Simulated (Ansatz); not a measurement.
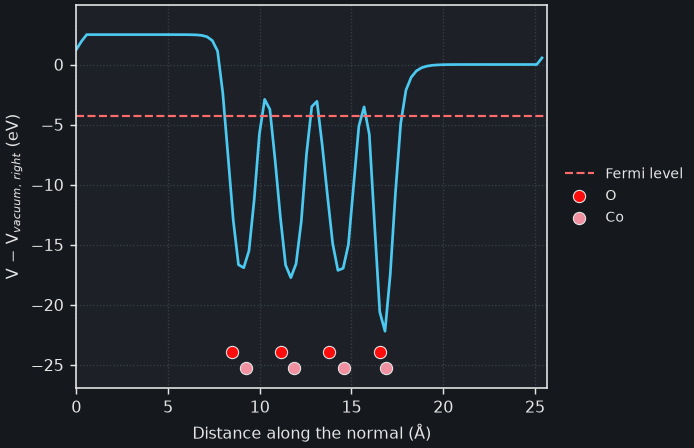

Plane-averaged electrostatic potential energy of an electron across the slab; circles at the bottom mark the heights of the atoms (positions after relaxation).

Structure: a (001) slab cut from CoO (P6_3mc), ended by Co above and O below, 8 atoms in the cell; a = 3.17 Å, b = 3.17 Å, c = 25.67 Å, α = 90.00°, β = 90.00°, γ = 120.00°.

Ansatz; DFT PBE, scalar-relativistic, plane waves, PAW, spin-polarised, 9×9×1 k mesh, 420 eV cutoff, Gaussian smearing of 0.05 eV.

Question: What is the work function?

Answer: The work function is 4.30 eV at the right face and 6.79 eV at the left.

Question: How thick are slab and vacuum?

Answer: The outermost atoms are 8.4 Å apart, which leaves 17.3 Å of vacuum in a cell 25.7 Å high.

The run may have settled in a state above the lowest, so this need not be the ground state. Some starting moments didn't survive the run.
